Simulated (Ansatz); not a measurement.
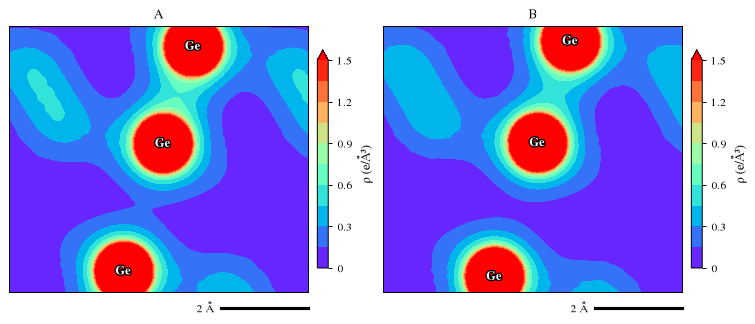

Ge. The valence pseudo-density of two cells that differ in size and shape, on the (011̄) plane of each (indices in the axes of the calculation cell), at one length scale and on one colour scale; one has 19.7 and the other 21.1 Å³ an atom.

Method: DFT LDA, scalar-relativistic, plane waves, PAW in Ansatz.

The density is the valence pseudo-density of a PAW calculation; it isn't the true density close to the nuclei.

The larger cell:

```xyz
8
Lattice="5.0753 2.9302 1.8896 -5.0753 2.9302 1.8896 0.0000 -5.8605 1.8896" Properties=species:S:1:pos:R:3 pbc="T T T"
Ge    0.0000    0.0000    4.0591
Ge    0.0000    0.0000    1.6097
Ge   -3.5345   -0.9092    2.4311
Ge    2.5547   -2.6064    2.4311
Ge    0.9799    3.5156    2.4311
Ge    3.5345    0.9092    3.2377
Ge   -2.5547    2.6064    3.2377
Ge   -0.9799   -3.5156    3.2377
```

The smaller cell: a = 6.076 Å, b = 6.076 Å, c = 6.076 Å, α = 111.64°, β = 111.64°, γ = 111.64°.

> Which panel shows the smaller cell, and what does the compression change?

Panel A is the smaller cell, by 7 % in volume. From the larger cell to the smaller, Ge–Ge goes from 2.45 to 2.33 Å, and the density at its midpoint from 0.49 to 0.59 e/Å³; the pressure goes from −3.3 to 2.4 GPa.

PAW datasets: the set soft_1.
